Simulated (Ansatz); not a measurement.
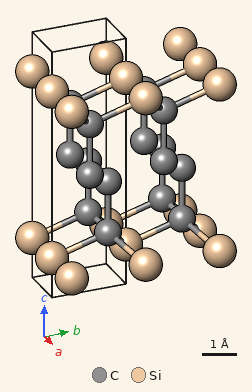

This is the input geometry for a relaxation of solid SiC2 (a generated structure, set up in P-3m1). A ball-and-stick model of the cell of the calculation, repeated 2 × 2 × 1 with one cell outlined, seen slightly off an axis.

The calculation used Ansatz, DFT, r2SCAN, plane waves, PAW.

The input:
```yaml
crystal:
  lattice:
    - [2.9320271604, 0.0, 0.0]
    - [-1.4660135802, 2.5392100055, 0.0]
    - [0.0, 0.0, 7.4472594036]
  atoms:
    - { symbol: C, position: [0.6666666667, 0.3333333333, 0.5365255083] }
    - { symbol: C, position: [0.3333333333, 0.6666666667, 0.2567206682] }
    - { symbol: Si, position: [0.0, 0.0, 0.8391386929] }
    - { symbol: C, position: [0.3333333333, 0.6666666667, 0.4634744917] }
    - { symbol: Si, position: [0.0, 0.0, 0.1608613071] }
    - { symbol: C, position: [0.6666666667, 0.3333333333, 0.7432793318] }
kpoints:
  mp_grid: { grid: [12, 12, 4] }
hamiltonian:
  xc: r2scan
scf:
  occupations: { method: fermi_dirac, width: 0.02 }
relax:
  f_tol: 0.005
  cell: {}
```

Launched with:
```bash
ansatz run input.yaml --threads 4 --pin off --max-ram 6451MiB --backend cpu --events-out ev --progress --plain --runs-dir out
```

What does the optimiser find from here?

The largest moves relative to the cell, 0.009 Å, are those of C2 and C6. C6 goes along +c. By element the largest moves are C 0.009 Å, Si 0.002 Å. The volume changes by −1.0 %, with a = b 2.932 → 2.923 Å (−0.3 %), c 7.447 → 7.414 Å (−0.5 %). Some distances before and after: C2–Si5 1.837 → 1.827 Å, Si3–Si5 2.396 → 2.389 Å. The space group stays P-3m1 (No. 164). Over 5 accepted moves (6 points after the start) the energy falls by 1.4 meV per atom. Largest force component: 0.29 eV/Å at the start, 0.0048 eV/Å at the end. Pressure: −2.76 GPa at the start and 0.00 GPa at the end. The SCF was repeated once at an unchanged geometry on a basis and grid sized afresh for the cell, which shifted the energy by less than 0.05 meV per atom at most. The run took 11 s on 4 threads of Arm Neoverse V2, on a shared host, peak memory 0.54 GiB.

History of the run:

| step | E − E(0), meV/atom | largest force component, eV/Å | pressure, GPa | volume, Å³/atom | note |
| --- | --- | --- | --- | --- | --- |
| 0 | 0.00 | 0.2896 | -2.76 | 9.241 |  |
| 1 | -1.11 | 0.1060 | -1.15 | 9.189 |  |
| 2 | -1.30 | 0.1509 | -0.05 | 9.148 |  |
| 3 | -1.37 | 0.0147 | 0.22 | 9.138 |  |
| 4 | -1.38 | 0.0153 | 0.04 | 9.144 |  |
| 5 | -1.38 | 0.0049 | 0.00 | 9.144 |  |
| 6 | -1.37 | 0.0048 | 0.00 | 9.144 | same geometry, new basis |

The structure at the end:

```xyz
6
Lattice="2.9233 0.0000 0.0000 -1.4616 2.5316 0.0000 0.0000 0.0000 7.4136" Properties=species:S:1:pos:R:3 pbc="T T T"
C     1.4616    0.8439    3.9792
C     0.0000    1.6878    1.8946
Si    0.0000    0.0000    6.2194
C     0.0000    1.6878    3.4344
Si    0.0000    0.0000    1.1943
C     1.4616    0.8439    5.5190
```
